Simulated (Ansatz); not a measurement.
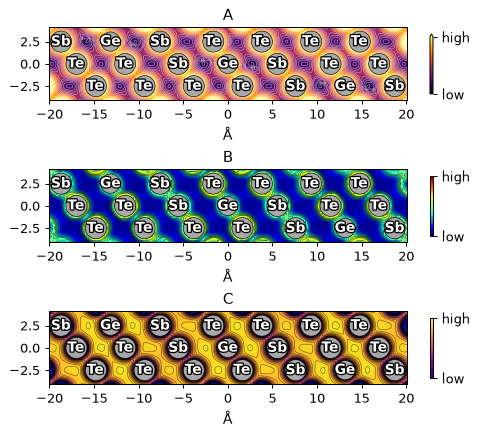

GeSb$_{2}$Te$_{4}$: 3 fields on the (110) plane of the conventional cell, with unlabelled colour scales. Grey discs cover the atomic cores.

Space group R-3m; a structure from a database of computed crystals, not necessarily the ambient phase; started from the database_166 prototype, which need not be the ambient phase.

These are results of DFT PBE, scalar-relativistic, plane waves, PAW in Ansatz 0.2.0, not measurements.

**Which field does each panel show? The fields are: electron localisation function, electrostatic potential energy of an electron and valence pseudo-density.**

Panel A: valence pseudo-density. Panel B: electron localisation function. Panel C: electrostatic potential energy of an electron (low next to the atoms, rising into the space between them). From the grid: Ge–Te (2.99 Å): ρ is about 0.27 e/Å³ halfway; the ELF peaks at about 0.65 in the valence shell of Te, 1.3 Å from its nucleus, and is about 0.55 at the midpoint. Sb–Te (3.04 Å): ρ at the midpoint is about 0.29 e/Å³; the ELF peaks at about 0.65 between the atoms.
